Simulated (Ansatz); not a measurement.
**ZnO (slab): density, localisation and related maps**

Input

```
crystal:
  lattice:
    - [3.2300235105, 0.0, 0.0]
    - [0.0, 5.2142972728, 0.0]
    - [0.0, 0.0, 24.3242747163]
  atoms:
    - { symbol: Zn, position: [0.0, 0.9984156875, 0.3083339622] }
    - { symbol: O, position: [0.0, 0.6194843125, 0.3083339622] }
    - { symbol: Zn, position: [0.5, 0.4984156875, 0.3466671697] }
    - { symbol: O, position: [0.5, 0.1194843125, 0.3466671697] }
    - { symbol: Zn, position: [0.5, 0.9984156875, 0.4233335849] }
    - { symbol: O, position: [0.5, 0.6194843125, 0.4233335849] }
    - { symbol: Zn, position: [0.0, 0.4984156875, 0.4616667924] }
    - { symbol: O, position: [0.0, 0.1194843125, 0.4616667924] }
    - { symbol: Zn, position: [0.0, 0.9984156875, 0.5383332076] }
    - { symbol: O, position: [0.0, 0.6194843125, 0.5383332076] }
    - { symbol: Zn, position: [0.5, 0.4984156875, 0.5766664151] }
    - { symbol: O, position: [0.5, 0.1194843125, 0.5766664151] }
    - { symbol: Zn, position: [0.5, 0.9984156875, 0.6533328303] }
    - { symbol: O, position: [0.5, 0.6194843125, 0.6533328303] }
    - { symbol: Zn, position: [0.0, 0.4984156875, 0.6916660378] }
    - { symbol: O, position: [0.0, 0.1194843125, 0.6916660378] }
basis:
  ecutwfc: 420
kpoints:
  mp_grid: { grid: [8, 5, 1] }
hamiltonian:
  xc: pbesol
scf:
  occupations: { method: gaussian, width: 0.05 }
output:
  forces: true
  eigenvalues: true
  write_density: true
  write_potential: true
  elf: true
  volumetric_format: npy
relax:
  adjacent_minimum: "off"
  f_tol: 0.02
  max_steps: 60
efield:
  axis: 3
  dipole_correction: true
  ramp_width: 0.04
```

Run with:

```sh
ansatz run input.yaml --threads 2 --pin off --max-ram 5120MiB --backend cpu --events-out ev --progress --plain --runs-dir out
```

The fields are those of the run's last geometry, not of the input's.

Computed with Ansatz, DFT PBEsol, scalar-relativistic, plane waves, PAW.

Core electrons are frozen (PAW), and the valence fields are smoothed inside the atomic spheres.

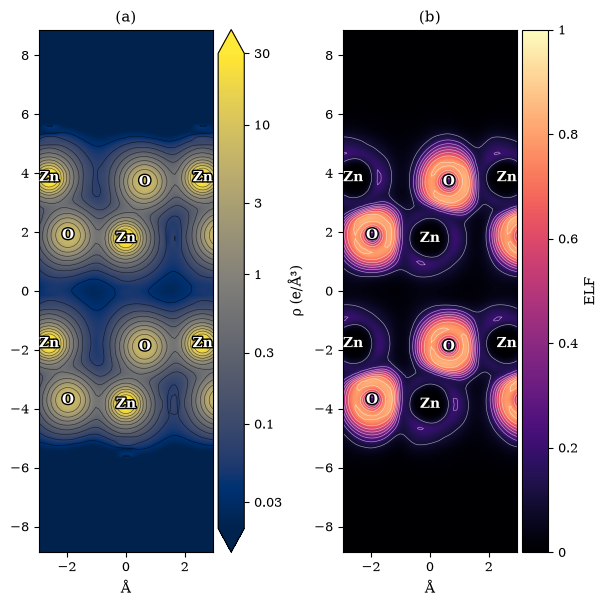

Figure 1. (a) valence charge density (pseudo); (b) ELF on the (100) plane of the calculation cell, a cut from vacuum to vacuum.

**What does the map show?**

- The plane passes through Zn and O nuclei.
- Zn–O (1.97 Å): ρ is about 0.6 e/Å³ halfway; the ELF peaks at about 0.85 in the valence shell of O, 0.6 Å from its nucleus, and is about 0.25 at the midpoint (no localised pair shows between them).
- Zn–O (2.03 Å): the density is about 0.54 e/Å³ at the midpoint; the ELF peaks at about 0.85 in the valence shell of O, 0.6 Å from its nucleus, and is about 0.25 at the midpoint; no shared electron pair shows on this line.
- The density dies away to nearly zero in the vacuum.

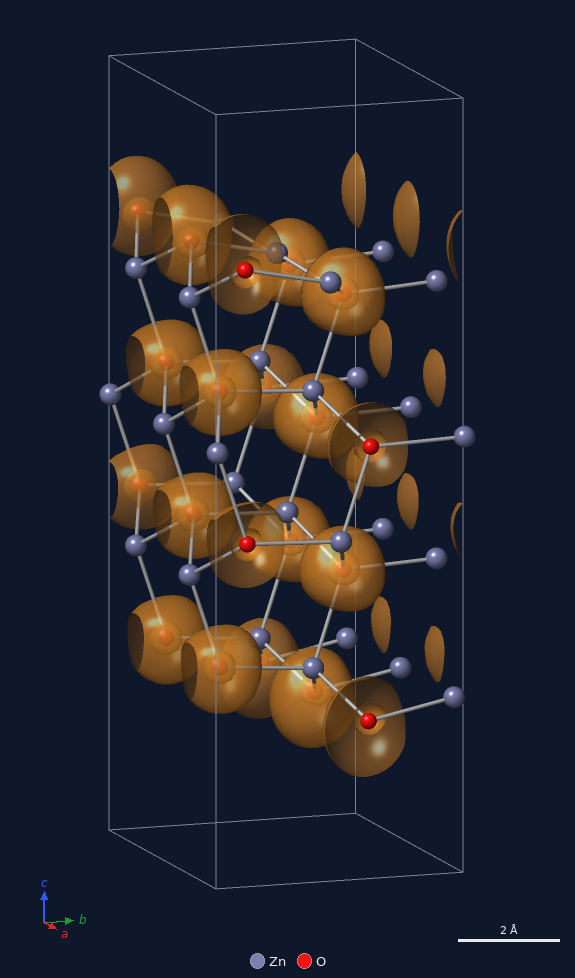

Figure 2. Isosurface of the ELF at 0.65 (orange), seen slightly off an axis. Only the valence region is drawn (cores and ρ < 0.01 e/Å³ removed). Sticks mark near contacts.

**What do the ELF domains correspond to?**

At this value the surface marks out eight regions wrapped around O (the valence shell of each), counted in one cell of 16 atoms. Counts are for one cell; the picture repeats the cell along the surface.


Zn–O (1.84 Å): the ELF peaks at about 0.80 in the valence shell of O, 0.6 Å from its nucleus, and is about 0.35 at the midpoint. Zn–O (1.91 Å): the ELF peaks at about 0.80 in the valence shell of O, 0.6 Å from its nucleus, and is about 0.30 at the midpoint; no shared electron pair shows on this line.

**Does the calculation give a band gap?**

It is gapped, with a Kohn–Sham gap of 0.87 eV on the k-point mesh (the band edges may lie off the mesh, which would make the gap smaller).
